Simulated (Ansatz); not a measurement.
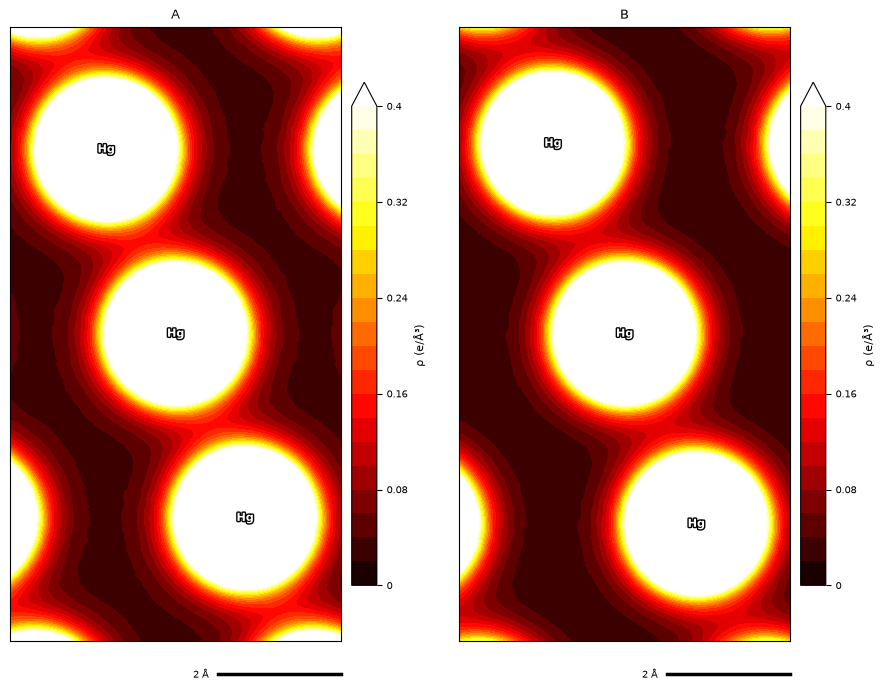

Hg. The valence charge density (pseudo) of two cells that differ in size, on the (11̄0) plane of each (indices in the axes of the calculation cell), at one length scale and on one colour scale: B has 31.8 Å³ an atom and A 28.9.

These are results of DFT PBE, scalar-relativistic, plane waves, PAW in Ansatz 0.2.0, not measurements.

What changes from the larger cell to the smaller?

Answer. From the larger cell to the smaller, Hg–Hg goes from 3.31 to 3.20 Å, and the density at its midpoint from 0.13 to 0.15 e/Å³; the pressure goes from −0.7 to 0.0 GPa.
